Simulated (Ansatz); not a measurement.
Ca: space group P6_3/mmc (No. 194), a = 3.248 Å, b = 3.248 Å, c = 5.453 Å, α = 90.00°, β = 90.00°, γ = 120.00°. Origin: the end point of a relaxation at a target pressure of 20 GPa with Ansatz, DFT PBE, scalar-relativistic, plane waves, PAW. Forms under 0.4 % of the area are left out.

Question: Estimate the growth shape by the BFDH rule (face distance proportional to 1/d, absences counted).

Answer: The forms computed, by share of the surface:

```csv
form,faces,d (Å),share of area (%)
{100},6,2.813,40.0
{101},12,2.500,39.1
{002},2,2.726,20.9
```

The crystal is roughly equant (blocky). Widths along a, b and c stand as 1.00 : 1.00 : 0.89.

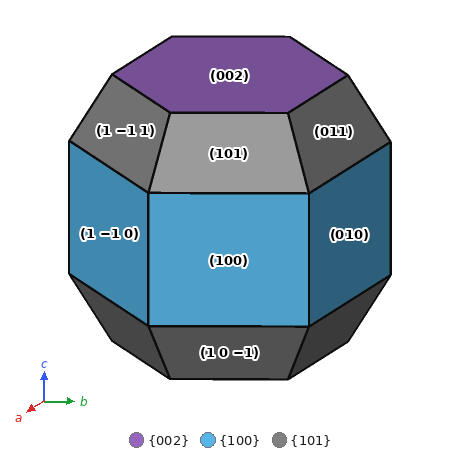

The computed shape, faces indexed. The rule is geometric and ignores bonding and growth conditions.
